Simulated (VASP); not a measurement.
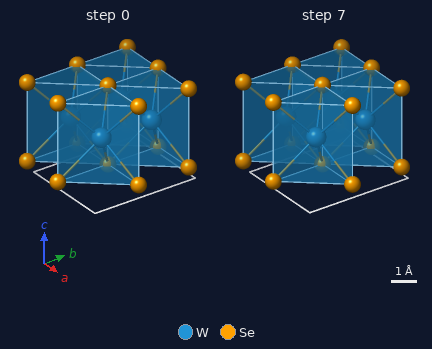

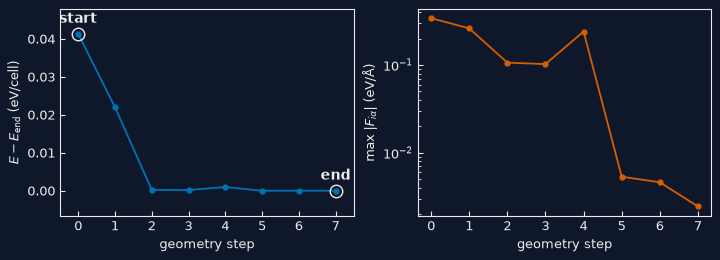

First and last geometry of a relaxation of a slab of composition WSe2, with the history of the run. A polyhedral model of the 2 × 2 repeat of the cell, outlined in the plane, without the vacuum, seen slightly off an axis.

The run lets the atoms move in a fixed cell.

Level of theory: Kohn-Sham DFT of a periodic cell, LDA, VASP PAW LDA potentials, recommended in VASP 6.6.1.

Input file:
```
PREC = Accurate
ENCUT = 520
EDIFF = 1E-7
ISMEAR = 0
SIGMA = 0.05
LREAL = F
LASPH = T
NELM = 60
ALGO = Normal
ISIF = 4
LWAVE = F
LCHARG = F
LDIPOL = T
IDIPOL = 3
DIPOL = 0.5 0.5 0.500
IBRION = 2
NSW = 100
EDIFFG = -0.003
```

Run as
```bash
cat potpaw_LDA.64/W_sv/POTCAR potpaw_LDA.64/Se/POTCAR > POTCAR
mpirun -np 1 vasp_std > vasp.out
```

### Did the run converge, and what did it change?

It converged. After 7 geometry steps the energy has fallen by 41.3 meV per cell of the calculation. Largest force component: 0.34 eV/Å at the start, 0.0025 eV/Å at the end. The largest moves relative to the cell and the layer's centre, 0.006 Å, are those of Se atoms. W stays in place. In the plane the drawn cell goes a 6.636 → 6.505 Å (−2.0 %), b 6.636 → 6.505 Å (−2.0 %). Some distances before and after: Se–W 2.536 → 2.512 Å. It ran on 1 thread of Intel(R) Xeon(R) Platinum 8488C (Sapphire Rapids) (shared host).

```csv
step,"E − E(0), meV/atom","largest force component, eV/Å"
0,0.00,0.3423
1,-6.43,0.2618
2,-13.70,0.1066
3,-13.72,0.1025
4,-13.45,0.2410
5,-13.78,0.0053
6,-13.78,0.0046
7,-13.78,0.0025
```
